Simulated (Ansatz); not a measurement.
## As (honeycomb bilayer): converging the G0W0 gap

Aim: see how the G0W0 gap of As (honeycomb bilayer) on PBE moves with empty bands and screening cutoff, and what each rung costs.

Method: G0W0 on PBE, plane waves, PAW; PAW set soft_1, in Ansatz 0.2.0.

### Step 1. The structure

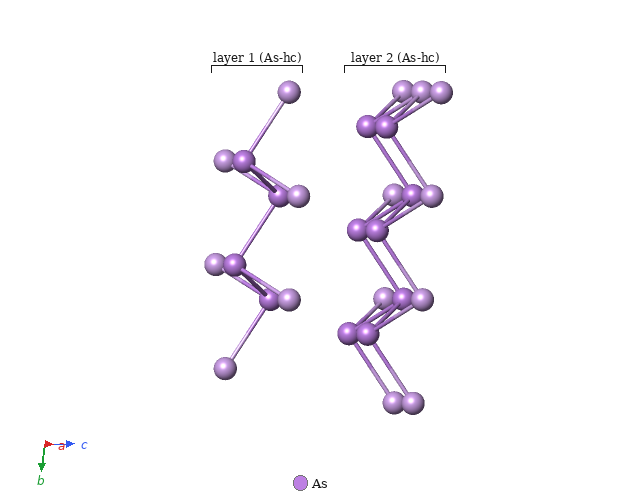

Start, viewed from the side, with the c axis across the page; arsenic purple. 1×2×1 cells are drawn. Some periodic images of atoms are drawn too.

The cell holds 4 atoms: 4 As. Its edges and angles: a = 3.614 Å, b = 3.614 Å, c = 34.100 Å, α = 90.0°, β = 90.0°, γ = 120.0°. Regions: layer 1 (As-hc), 2 atoms (2 As); layer 2 (As-hc), 2 atoms (2 As). Vacuum lies along c.

The structure was relaxed with PBE-D3(BJ). The runs that relaxed it are not among those shown. The Coulomb interaction is cut off across the vacuum.

### Step 2. 229 empty bands, screening to 41 eV

Now the one-shot GW correction: screening in the RPA, then the self-energy of the levels asked for. This step takes PAW set soft_1 files.

input.yaml reads:

```yaml
crystal:
  lattice:
    - [3.6140216397, 0.0, 0.0]
    - [-1.8070108198, 3.1298345498, 0.0]
    - [0.0, 0.0, 34.1]
  atoms:
    - { symbol: As, position: [0.3333333333, 0.6666666667, 0.4605382357] }
    - { symbol: As, position: [0.6666666667, 0.3333333333, 0.4201710898] }
    - { symbol: As, position: [0.3333333333, 0.6666666667, 0.5798289102] }
    - { symbol: As, position: [0.0, 0.0, 0.5393127321] }
  periodic: [true, true, false]
kpoints:
  mp_grid: { grid: [6, 6, 1] }
hamiltonian:
  xc: pbe
  pseudopotentials: { kind: paw, azcp: { folder: soft_1 } }
scf:
  occupations: { method: fixed }
gw:
  n_empty_bands: 229
  ecut_chi: 41
  qp_bands: [v2, c2]
  qp_kpoints: band_edges
  screening: { model: contour_deformation }
```

Run with:

```console
ansatz run input.yaml --threads 4 --pin off --max-ram 17510MiB --backend cpu --events-out ev --progress --plain --runs-dir out
```

Numbers of over 12 decimals in the logs are rounded to 6 here.

The program printed:

```text
Engine: ansatz 0.2.0, aarch64-unknown-linux-gnu
Pseudopotentials: kind: paw
Pseudopotential: As, paw, valence charge 15, recommended cutoff 420 eV (normal), soft_1/As.paw.azcp
Functional definition: PBE
  parameter kappa = 0.804
  parameter beta = 0.066725
  exchange = pbe_x(kappa = kappa, mu = beta*pi^2/3)
  correlation = pbe_c(beta = beta)
Crystal: 4 atoms, lattice volume = 385.715 Å³
Basis set: ecut = 420 eV, 7433 PW (Γ)
Bands: 36, of which v1, the nominal top of the filled ones, is band 30 counted from 1 (29 counted from 0)
Symmetry: 6 space group operations
Space group: P3m1 (ITA 156), of the structure as read, at distance tolerance 7.3e-5 Å
k-points: 7 of 36 (time reversal used)
Non-local potential: As, projectors of the file, l = 0: 2, l = 1: 2, l = 2: 3, l = 3: 1
PAW form: soft (Blöchl's): semilocal exchange-correlation on the pseudo side does not see the compensation charge
PAW one-centre angular grid: As, 590 points (default); XC on 64 Gauss nodes
Initial density: superposition of atomic densities (neutral atoms: chi_scale 0, normalization atom)
Initial wavefunctions: pseudopotential atomic-orbital guess
Functional: x = pbe(κ = 0.804, μ = 0.219515), c = pbe(β = 0.066725)
iter 1 solved again at ethr=8.94e-4 eV; its pass at ethr=3.10e-3 eV (dr2=5.36e-1 eV) is discarded
SCF iter   1: F=—  HF=-19424.538272 eV  |F-HF|=—  |Δ(HF+E_count)|=         —  Δρ=1.32e-2  dr2=5.41e-1  ethr=8.94e-4  ⟨swp⟩=1.9  Hψ=1262  notcnv=0  defer=26
preconditioner: auto → Resta (q_TF=auto, 2.001 Å⁻¹)  ε∞=1.9  [insulator: Δε(μ)=0.678 eV  Ē_g=8.935 eV  n_scr=20 (ndim 8)  ℏωp=8.5 eV  f_vac=0.726  ε∞_Penn≈1.9  vacuum switching on, ρ_ref=5.8e-3 e/Å³]
SCF iter   2: F=—  HF=-19424.487782 eV  |F-HF|=—  |Δ(HF+E_count)|=   5.05e-2  Δρ=7.10e-3  dr2=2.21e-1  ethr=8.94e-4  ⟨swp⟩=2.9  Hψ=303  notcnv=0  defer=28
SCF iter   3: F=—  HF=-19424.578562 eV  |F-HF|=—  |Δ(HF+E_count)|=   9.08e-2  Δρ=4.71e-3  dr2=1.46e0  ethr=3.69e-4  ⟨swp⟩=4.4  Hψ=494  notcnv=0  defer=28  recentre
SCF iter   4: F=—  HF=-19424.473357 eV  |F-HF|=—  |Δ(HF+E_count)|=   1.05e-1  Δρ=1.25e-3  dr2=5.36e-2  ethr=3.69e-4  ⟨swp⟩=4.1  Hψ=371  notcnv=0  defer=28
SCF iter   5: F=—  HF=-19424.468143 eV  |F-HF|=—  |Δ(HF+E_count)|=   5.21e-3  Δρ=6.30e-4  dr2=1.60e-3  ethr=8.93e-5  ⟨swp⟩=3.1  Hψ=372  notcnv=0  defer=28
SCF iter   6: F=—  HF=-19424.468568 eV  |F-HF|=—  |Δ(HF+E_count)|=   4.25e-4  Δρ=2.07e-4  dr2=1.81e-4  ethr=2.67e-6  ⟨swp⟩=3.0  Hψ=354  notcnv=0  defer=28
SCF iter   7: F=—  HF=-19424.468658 eV  |F-HF|=—  |Δ(HF+E_count)|=   8.99e-5  Δρ=4.53e-5  dr2=8.94e-6  ethr=3.02e-7  ⟨swp⟩=3.0  Hψ=340  notcnv=0  defer=28
SCF iter   8: F=—  HF=-19424.468665 eV  |F-HF|=—  |Δ(HF+E_count)|=   7.52e-6  Δρ=1.48e-5  dr2=9.61e-7  ethr=1.49e-8  ⟨swp⟩=3.4  Hψ=507  notcnv=0  defer=28
SCF iter   9: F=—  HF=-19424.468667 eV  |F-HF|=—  |Δ(HF+E_count)|=   1.27e-6  Δρ=4.84e-6  dr2=1.13e-7  ethr=1.60e-9  ⟨swp⟩=3.0  Hψ=473  notcnv=0  defer=28
SCF iter  10: F=-19424.468667 eV  HF=-19424.468667 eV  |F-HF|=2.28e-9  |Δ(HF+E_count)|=   1.27e-7  Δρ=1.08e-6  dr2=7.41e-9  ethr=1.67e-10  ⟨swp⟩=14.1  Hψ=1341  notcnv=0
SCF 1 converged in 10 iterations: F = -19424.468667 eV  dr2 = 7.41e-9
  greatest PAW one-centre occupation: 0.999 electrons in one spin orbital (limit 2), on the As atom at site 0 (counted from 0), in its partial waves of l = 2
NSCF: frozen V_eff on 7 k-points
G₀W₀ screening: q 1/7
[... further progress lines ...]
SCF converged after 10 iterations
Free energy (F): -19424.468667 eV
Harris-Foulkes:  -19424.468667 eV  (|F-HF|=2.28e-9)
Internal energy: -19424.468667 eV  (E = F + TS)
E sigma→0 (E₀):  -19424.468667 eV
Fermi energy:    -4.734253 eV
--- Per-component energies (eV) ---
  E_band       = -1830.615659
  E_kinetic    = 385.801530
  E_local      = -181200.348006  (includes V_loc(G=0)·N_el)
  E_nonlocal   = -1571.864037
  E_hartree    = 90648.649080
  E_xc         = -279.926678
  E_vxc        = -292.471974  (∫ρ·V_xc dr)
  E_paw        = -8053.483755  (= ΣΔE_a)
  E_vpaw       = -449.024347  (= ΣTr[D̂ρ^β])
  E_aug_tail   = -0.000027  (compensation charges beyond the density's cutoff)
  E_ewald      = 80646.703226
  E_smearing   = -0.000000  (= −TS)
  E_closure    = -0.000000  (closes the sum)
  Σ components = -19424.468667   (vs F -19424.468667, Δ=0.00e0)
--- Band table (eV; the first three rows and the last of 7) ---
  k-point 0: bands = [... 26 lower, -5.5657, -5.3575, -5.3575, -4.7912, -3.5973, -2.4814, -2.1147, -2.1147, ... 2 higher]
  k-point 1: bands = [... 26 lower, -6.3015, -6.2578, -5.9785, -4.7343, -3.1808, -2.8471, -1.5878 (-1.5878°), -1.2454 (-1.2454°), ... 2 higher]
  k-point 2: bands = [... 26 lower, -7.1473, -6.8303, -6.4706, -5.9409, -4.1155, -3.0224, -1.6309, -1.4100, ... 2 higher]
  k-point 6: bands = [... 26 lower, -8.1280, -7.5696, -7.3506, -6.7661, -3.6002, -3.2234, -1.4322, -0.5177, ... 2 higher]
  ° read free of the cell's end (the report's vacuum.weakly_bound_levels)
--- G₀W₀: contour deformation, 7 samples at zero and on the imaginary axis and 2 off it, 36 q-points, 229 empty bands' worth ---
  eigenvalues of the whole cell's RPA ε∞ on this k-mesh (on a slab, of 1 + 4πα/V) = 1.2229, 5.6594, 5.6594; static W/v taken at q = 0 is 0.369241
  gw.qp_kpoints: band_edges: 5 of 7 stored k-points solved, in 1 pass; an edge of the gap read off the rows below is read off those points alone
    valence top: of the k-points left out ik 4 came nearest to being solved in a further pass, in band 30 (counted from 1, as in the quasiparticle table): it holds the edge there only if its correction is more favourable than any solved in that band by at least 0.646 eV; those differ by 0.137 eV
    conduction bottom: of the k-points left out ik 5 came nearest to being solved in a further pass, in band 31 (counted from 1, as in the quasiparticle table): it holds the edge there only if its correction is more favourable than any solved in that band by at least 1.056 eV; those differ by 0.339 eV
    ik  band        ε_KS         Σx   Σc(E_QP)       V_xc       Z   E_QP_lin       E_QP  E_QP is
     0    29     -5.3575   -16.3153     1.3524   -14.9614  0.7413    -5.3589    -5.3590  root
     0    30     -4.7912   -13.7074     0.6639   -13.0147  0.7388    -4.8199    -4.8199  root
     0    31     -3.5973   -10.4591    -3.1598   -14.3243  0.7502    -2.8770    -2.8920  root
     0    32     -2.4814   -10.5245    -3.3327   -14.5509  0.7388    -1.7810    -1.7876  root
     1    29     -5.9785   -16.1722     1.5352   -14.5868  0.7347    -6.0276    -6.0287  root
     1    30     -4.7343   -14.8345     0.9529   -13.8628  0.7361    -4.7530    -4.7530  root
     1    31     -3.1808    -9.4921    -3.2272   -13.3031  0.7376    -2.5860    -2.5971  root
     1    32     -2.8471    -9.1753    -3.2099   -12.9354  0.7387    -2.2876    -2.2969  root
     2    29     -6.4706   -15.1005     1.7570   -13.1832  0.7075    -6.6320    -6.6310  root
     2    30     -5.9409   -15.2108     1.5639   -13.5278  0.7207    -6.0599    -6.0600  root
     2    31     -4.1155    -8.7787    -2.9502   -12.1690  0.7477    -3.6702    -3.6754  root
     2    32     -3.0224    -8.7369    -3.3137   -12.5407  0.7417    -2.5284    -2.5324  root
     3    29     -7.1476   -15.1391     2.0164   -12.9271  0.7015    -7.3462    -7.3432  root
     3    30     -6.6194   -15.1520     1.7757   -13.2207  0.7138    -6.7765    -6.7750  root
     3    31     -3.7179    -8.8743    -3.1363   -12.4809  0.7442    -3.2424    -3.2476  root
     3    32     -3.4609    -8.4147    -3.2219   -12.0654  0.7480    -3.0232    -3.0322  root
     6    29     -7.3506   -15.6160     2.2787   -13.1415  0.6886    -7.5473    -7.5464  root
     6    30     -6.7661   -15.8219     1.9847   -13.7062  0.7120    -6.8997    -6.8971  root
     6    31     -3.6002    -7.8323    -3.1050   -11.3033  0.7378    -3.2328    -3.2343  root
     6    32     -3.2234    -8.1447    -3.2084   -11.7877  0.7389    -2.7839    -2.7888  root
```

Wall time 1.8 min (4 threads of Arm Neoverse V1, shared host); peak memory 2.5 GiB.

The column dr2 measures how far the density is from self-consistency, as an energy; F and HF (Harris–Foulkes) agree once it is small.

This step gave:

```yaml
bands_summed: 259
plane_waves_in_the_screening_matrix: 209
q_points_in_the_mesh: 36
g0w0_gap_on_the_mesh: 1.078 eV
k_of_the_valence_top: 0, 0.1667, 0
k_of_the_conduction_bottom: 0, 0.3333, 0
starting_gap_on_the_mesh: 0.6188 eV
z_at_the_valence_top: 0.7361
z_at_the_conduction_bottom: 0.7477
least_direct_g0w0_gap_on_the_computed_points: 1.928 eV
```

The gap on the mesh goes from 0.62 eV to 1.08 eV, a correction of +0.46 eV. Between the two edge states, bare exchange in place of the xc potential would open the gap by 4.36 eV, and correlation takes back 3.90 eV.

### Step 3. 568 empty bands, screening to 75 eV

Bands and screening cutoff are moved together, since each hides the error of the other.

input.yaml, as its differences from that of step 2:

```diff
@@ -18,5 +18,6 @@
   occupations: { method: fixed }
+  convergence: { dr2_threshold: 1.0e-10 }
 gw:
-  n_empty_bands: 229
-  ecut_chi: 41
+  n_empty_bands: 568
+  ecut_chi: 75.0
   qp_bands: [v2, c2]
```

The program printed:

```text
[...]
Crystal: 4 atoms, lattice volume = 385.715 Å³
Basis set: ecut = 420 eV, 7433 PW (Γ)
Bands: 36, of which v1, the nominal top of the filled ones, is band 30 counted from 1 (29 counted from 0)
[... 1 set-up line as in the run before ...]
[...]
k-points: 7 of 36 (time reversal used)
[...]
SCF iter  14: F=-19424.468667 eV  HF=-19424.468667 eV  |F-HF|=1.09e-11  |Δ(HF+E_count)|=  4.73e-11  Δρ=3.34e-8  dr2=3.46e-11  ethr=1.00e-12  ⟨swp⟩=1.6  Hψ=587  notcnv=0
SCF 1 converged in 14 iterations: F = -19424.468667 eV  dr2 = 3.46e-11
[...]
NSCF: frozen V_eff on 7 k-points
G₀W₀ screening: q 1/7
[... further progress lines ...]
SCF converged after 14 iterations
Free energy (F): -19424.468667 eV
[...]
Internal energy: -19424.468667 eV  (E = F + TS)
E sigma→0 (E₀):  -19424.468667 eV
Fermi energy:    -4.734267 eV
[...]
--- Band table (eV; the first three rows and the last of 7) ---
  k-point 0: bands = [... 26 lower, -5.5657, -5.3575, -5.3575, -4.7912, -3.5974, -2.4814, -2.1147, -2.1147, ... 2 higher]
  k-point 1: bands = [... 26 lower, -6.3015, -6.2579, -5.9786, -4.7343, -3.1808, -2.8471, -1.5878 (-1.5878°), -1.2454 (-1.2454°), ... 2 higher]
  k-point 2: bands = [... 26 lower, -7.1474, -6.8303, -6.4706, -5.9409, -4.1155, -3.0224, -1.6309, -1.4100, ... 2 higher]
  k-point 6: bands = [... 26 lower, -8.1280, -7.5696, -7.3507, -6.7661, -3.6002, -3.2234, -1.4323, -0.5178, ... 2 higher]
  ° read free of the cell's end (the report's vacuum.weakly_bound_levels)
[...]
0    29     -5.3575   -16.3153     0.9913   -14.9614  0.7369    -5.7246    -5.7201  root
     0    30     -4.7912   -13.7074     0.3883   -13.0147  0.7345    -5.0977    -5.0955  root
     0    31     -3.5974   -10.4591    -3.4081   -14.3243  0.7462    -3.1340    -3.1403  root
     0    32     -2.4814   -10.5244    -3.6268   -14.5509  0.7340    -2.0746    -2.0818  root
     1    29     -5.9786   -16.1722     1.1958   -14.5868  0.7300    -6.3719    -6.3681  root
     1    30     -4.7343   -14.8345     0.6397   -13.8628  0.7314    -5.0690    -5.0663  root
     1    31     -3.1808    -9.4921    -3.4603   -13.3031  0.7342    -2.8269    -2.8303  root
     1    32     -2.8471    -9.1753    -3.4417   -12.9354  0.7359    -2.5253    -2.5288  root
[...]
6    29     -7.3507   -15.6160     2.0201   -13.1415  0.6878    -7.8130    -7.8051  root
     6    30     -6.7661   -15.8219     1.6953   -13.7062  0.7078    -7.1937    -7.1865  root
     6    31     -3.6002    -7.8323    -3.2814   -11.3033  0.7357    -3.4117    -3.4107  root
     6    32     -3.2234    -8.1447    -3.3963   -11.7877  0.7369    -2.9755    -2.9768  root
```

It took 12 min on 4 threads; peak memory 7 GiB.

Numbers from this step:

```
bands summed                                 : 598
plane waves in the screening matrix          : 607
q-points in the mesh                         : 36
G0W0 gap on the mesh                         : 1.199 eV
k of the valence top                         : 0, 0.1667, 0
k of the conduction bottom                   : 0, 0.3333, 0
starting gap on the mesh                     : 0.6188 eV
Z at the valence top                         : 0.7314
Z at the conduction bottom                   : 0.7452
least direct G0W0 gap on the computed points : 1.955 eV
```

Against the run with 6×6×1 mesh, 229 empty bands, screening to 41 eV, PAW set soft_1 files, the gap moves by +0.12 eV.

### Step 4. The runs together

Times are wall times on 4 threads of Arm Neoverse V1, shared host, good to a factor of about two.

| mesh | files | frequency | bands summed | cutoff (eV) | start (eV) | G0W0 (eV) | time | host memory (GiB) |
| --- | --- | --- | --- | --- | --- | --- | --- | --- |
| 6×6×1 | PAW set soft_1 | contour deformation | 259 | 41 | 0.619 | 1.078 | 1.8 min | 2.5 |
| 6×6×1 | PAW set soft_1 | contour deformation | 598 | 75 | 0.619 | 1.199 | 12 min | 7.0 |

How the two edges are built up, in eV (the quasiparticle level is the starting level plus Σx plus Σc less Vxc):

| run | edge | start | Σx | Σc | Vxc | Z | QP |
| --- | --- | --- | --- | --- | --- | --- | --- |
| 259 bands | valence top | -4.73 | -14.83 | 0.95 | -13.86 | 0.74 | -4.75 |
| 259 bands | conduction bottom | -4.12 | -8.78 | -2.95 | -12.17 | 0.75 | -3.68 |
| 598 bands | valence top | -4.73 | -14.83 | 0.64 | -13.86 | 0.73 | -5.07 |
| 598 bands | conduction bottom | -4.12 | -8.78 | -3.14 | -12.17 | 0.75 | -3.87 |

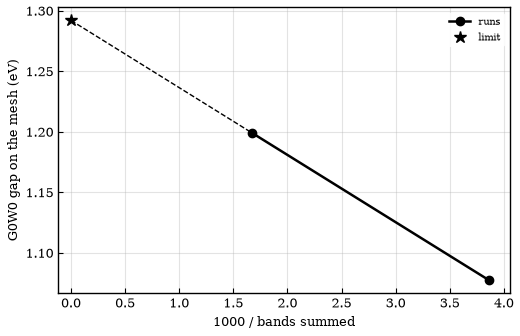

The gap against one over the number of bands; the dashed line carries the two highest rungs to the limit.

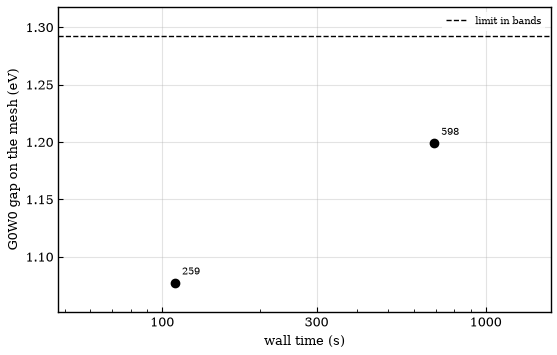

Result against wall time.

### Step 5. Summary of results

| Property | Result |
| --- | --- |
| 259 bands, 41 eV | 1.078 eV |
| 598 bands, 75 eV | 1.199 eV |
| estimated limit in bands and cutoff | 1.29 eV |
| mesh and start | 6×6×1, PBE |

A line in one over the bands through the two rungs gives 1.29 eV, +0.09 eV from the top rung; with two points alone it is an unchecked estimate. The rungs stand 0.21 eV (259 bands) and 0.09 eV (598 bands) from it. From 259 to 598 bands the gap moves by +0.12 eV while the time grows 6.3-fold. Σc changes by −0.31 eV at the valence top and −0.19 eV at the conduction bottom, so the levels themselves move more than the gap between them. The 6×6×1 mesh misses a band edge: over a band path and its finer mesh (run apart) the PBE gap is 0.39 eV, so the G0W0 gap over the zone may lie about 0.23 eV below its value on the mesh. The mesh in the plane is coarse for a sheet; gap and any exciton binding can still move on denser ones. The many-body steps are scalar-relativistic: spin-orbit coupling is not in them.

[Paths, hosts, dates, memory and timing lines, banners, echoed tables and standing remarks are left out of the program output.]

[Logs are printed without paths, hosts, clocks, repeated set-up lines and the standing remarks that a program may print on its own settings, such as how far it seeks lower states.]

[Runs of the session that timed out or met a known fault of the program may be left out.]

[Cells called generated may have been cut or substituted from an entry of the Crystallography Open Database or the Materials Project.]

[Hosts, paths, dates, database ids (printed as entryN), source tags and the programs' standing remarks are cut or masked in the printed files.]
